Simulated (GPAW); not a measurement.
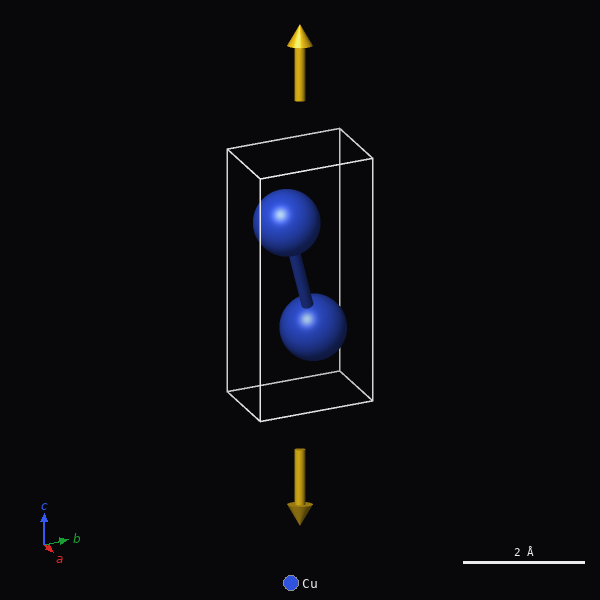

Cu, hexagonal close-packed (Mg type), space group P6₃/mmc (No. 194). The run's cell of 2 atoms is drawn unstrained, with atoms on its boundary repeated; the arrows mark the Cartesian direction z (along c), along which it is stretched or compressed while the other dimensions are held. The atoms keep their fractional positions. The cell is a structure listed in the Materials Project. This isn't the form of Cu at room conditions, which is fcc.

Alike in all runs: GPAW 26.7.0; functional PBEsol; potentials PAW data sets generated in the run's folder for this functional; cutoff 600 eV; k mesh 12 × 12 × 7 on the run's cell of 2 atoms; occupations fermi-dirac, width 0.05 eV; no spin polarisation; no spin-orbit coupling. Stress is positive in compression, averaged over the directions named.

| strain (%) | ΔE (meV/atom) | stress along z (GPa) | stress across, x/y (GPa) |
| --- | --- | --- | --- |
| −4 | 20.1 | 14.03 | 5.90 |
| −2 | 5.5 | 6.89 | 3.01 |
| −1 | 1.7 | 3.79 | 1.68 |
| 0 | 0.0 | 0.88 | 0.49 |
| +1 | ? | ? | ? |
| +2 | 2.5 | -4.47 | -1.51 |
| +4 | 12.4 | -9.08 | -3.12 |

Q: How stiff is the crystal along the strain, and what belongs in the row left out?

A: The slope at zero strain is -288 GPa per unit strain, so the clamped-ion stiffness of this cell along z (C33 in these Cartesian axes) is about 290 GPa. The fit puts the stress at +1 % at -1.95 GPa. The run gave -1.87 GPa along, -0.58 GPa across and ΔE = 0.3 meV/atom.

Q: At which strain does the stress along the strained direction vanish?

A: Near +0.3 %: the cell as given is compressed along it at this level of theory (0.9 GPa), so the energy is least there and not at zero.

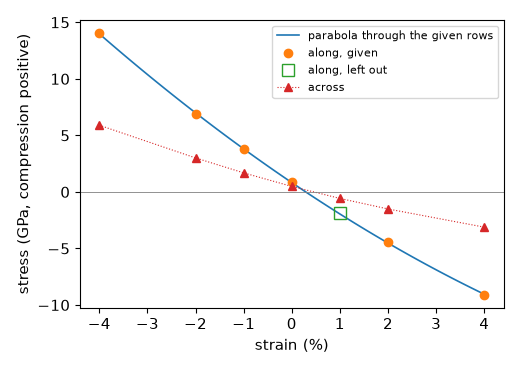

Stress against strain.

Caveat: the density grid can change from cell to cell, which puts small steps into energies and stress.
